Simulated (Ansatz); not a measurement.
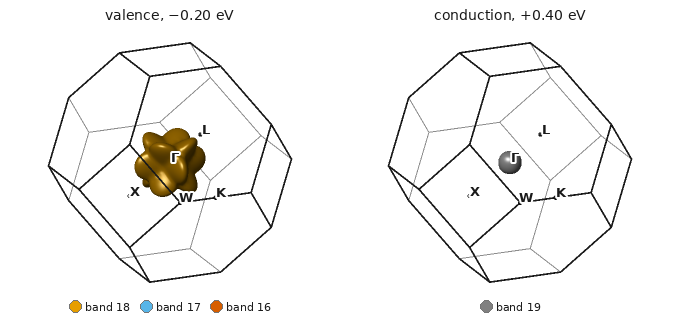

CdTe (space group F-43m, No. 216): constant-energy surfaces at both band edges (energies from each edge).

Theory: DFT PBE, scalar-relativistic, plane waves, PAW; levels and slopes on a dense k mesh at the converged density (Ansatz 0.2.0). No spin polarisation. The levels come from a k mesh of 32×32×32 points. The geometry was not relaxed (residual pressure 4 GPa).

Masses come from a second pass at points close to the extrema; at the energies drawn a band may no longer be parabolic.

Is the gap direct or indirect, and how large does the calculation make it?

Answer. The gap is direct, 0.87 eV at this level of theory, which underestimates gaps and can reorder valleys that lie close.

Give the valleys and their effective masses.

Answer. Valence band (extrema up to 0.20 eV from the edge): one maximum at Γ, three bands meeting there, with masses of 0.071 and 0.49 mₑ among them, each the same along x, y and z. Band 18 forms the valence edge; band 17 meets it there and band 16 meets it there.
Conduction band (extrema up to 0.40 eV from the edge): one minimum at Γ, mass 0.071 mₑ in all directions. Band 19 forms the conduction edge.

Where one band's surface lies inside another's, the outer one hides all or part of it.

Spin-orbit coupling, left out here, can change the gap, its kind, the place of the band edges and the masses, since the compound holds Cd and Te.

Cost: 76 s on 1 thread of Intel(R) Xeon(R) Platinum 8488C (Sapphire Rapids), with other jobs on the host, peak memory 0.93 GiB.
